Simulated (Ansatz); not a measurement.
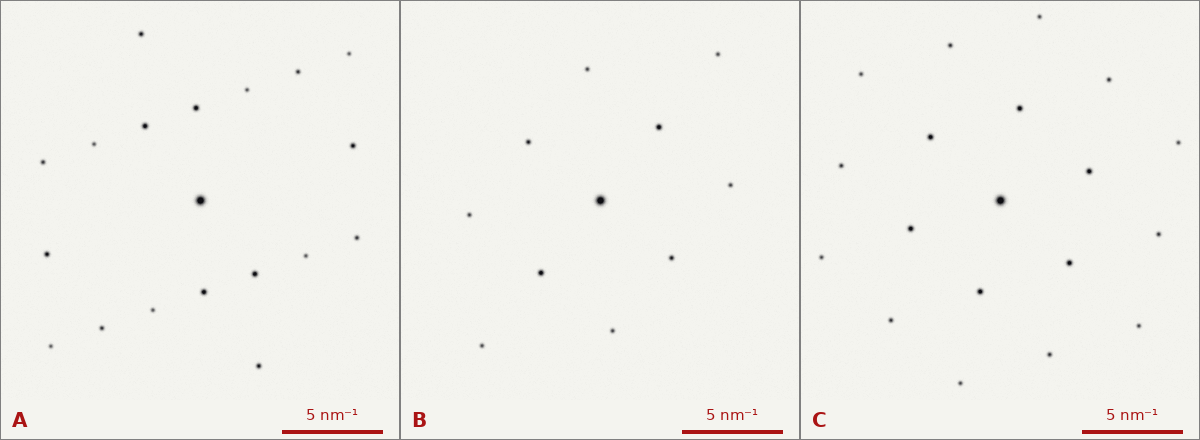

Kinematic zone-axis patterns, calculated for 200 keV electrons with B = 0.5 Å².

All three come from Ru, space group P6/mmm (No. 191), a = 4.27 Å, c = 2.68 Å (hexagonal axes). Structure: coordinates from a relaxation with Ansatz 0.2.0, DFT PBE, scalar-relativistic, plane waves, PAW; the starting structure was generated, so it need not be a known form of this composition.

Question: Assign the zone axes [001], [101], [212] to A, B and C.

Answer: A is [101]: centred rectangular net of 0 1 0 (itself too weak to see) at d = 3.70 Å and 1 0 -1 at d = 2.17 Å, at 72.9°. B is [212]: rectangular net of -1 0 1 at d = 2.17 Å and -1 2 0 at d = 2.13 Å, at 90.0°. C is [001]: hexagonal net of 2 -1 0 at d = 2.13 Å and 1 1 0 at d = 2.13 Å, at 60.0°.
